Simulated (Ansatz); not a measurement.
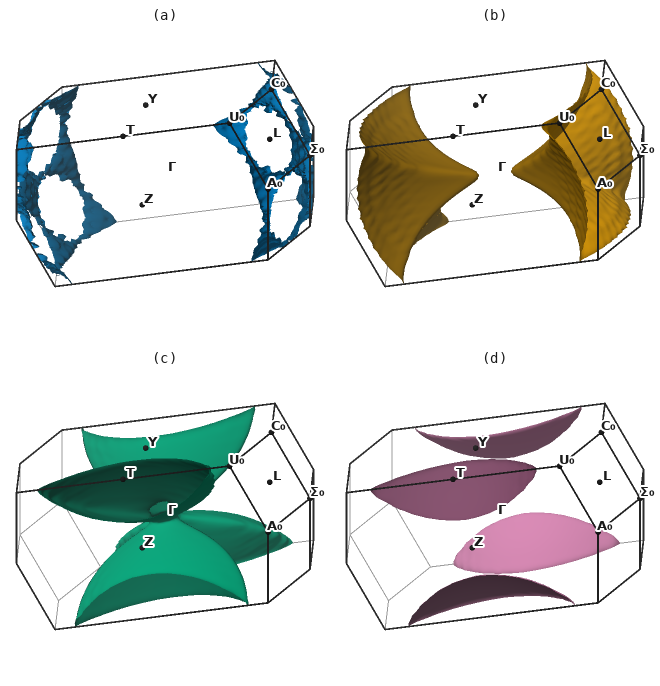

A computed Fermi surface in the first Brillouin zone. Each panel holds one band. The brighter face of a sheet looks towards empty states.

Question: Which lattice has this zone with these labels?

Answer: Face-centred orthorhombic.

Question: What do the sheets look like?

Answer: Panel (a): two open hole tubes parallel to Γ–Y.
Panel (b): open, warped sheets that part slabs of filled states from slabs of empty ones.
Panel (c): an open sheet between a empty part that runs through the repeated zones in all directions and a filled one that does so in two.
Panel (d): one electron pocket centred at T (8.0 % of the zone).
A pocket cut by a face of the zone is counted once with the part on the opposite face.
The shape of the surface of panel (a) and panel (c) changes its kind within 0.03 eV of this level, so small parts may appear, vanish, join or separate.

The surface was computed for Rb (Fddd); other compounds with the same structure and electron count can look alike.

The calculation used DFT PBE, scalar-relativistic, plane waves, PAW; levels and slopes on a dense k mesh at the converged density (Ansatz). No spin polarisation. k mesh for the levels: 14×14×14. The geometry was not relaxed. The cell comes from a database of computed structures, not from a measurement.

Spin-orbit coupling is left out; with Rb it can split, shift or remove sheets. Necks and pockets thinner than about two mesh steps aren't resolved, so separate pockets may in truth be joined.
